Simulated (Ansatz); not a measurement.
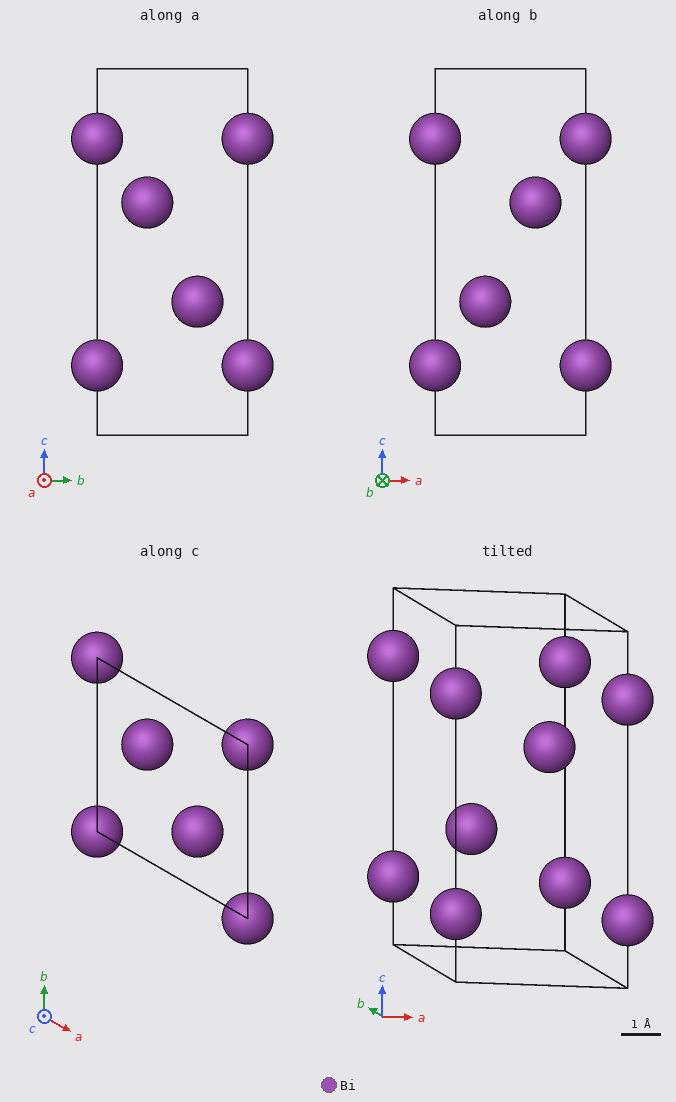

The crystal in a spheres-only representation, seen along the a axis, along the b axis, along the c axis and slightly off an axis. The box is the conventional unit cell; atoms on or close to its faces, edges and corners are drawn wherever they repeat.

Lattice parameters: a = 4.5062 Å, b = 4.5062 Å, c = 9.5017 Å, α = 90.000°, β = 90.000°, γ = 120.000°.

Question: Transcribe the picture into a CIF in P1 with every atom of the cell, with free fractional coordinates to two decimals.

Answer:
```cif
data_structure
_symmetry_space_group_name_H-M 'P 1'
_symmetry_Int_Tables_number 1
_cell_length_a 4.5062
_cell_length_b 4.5062
_cell_length_c 9.5017
_cell_angle_alpha 90.000
_cell_angle_beta 90.000
_cell_angle_gamma 120.000
_cell_volume 167.09
loop_
_atom_site_label
_atom_site_type_symbol
_atom_site_fract_x
_atom_site_fract_y
_atom_site_fract_z
_atom_site_occupancy
Bi1 Bi 0.00 0.00 0.81 1
Bi2 Bi 0.00 0.00 0.19 1
Bi3 Bi 0.6667 0.3333 0.64 1
Bi4 Bi 0.3333 0.6667 0.36 1
```

The structure comes from a structure type filled with this element by a generator (whether the element takes this form wasn't checked). Earlier steps of the study may have refined or changed the cell and positions. It was run through Ansatz as a DFT input.
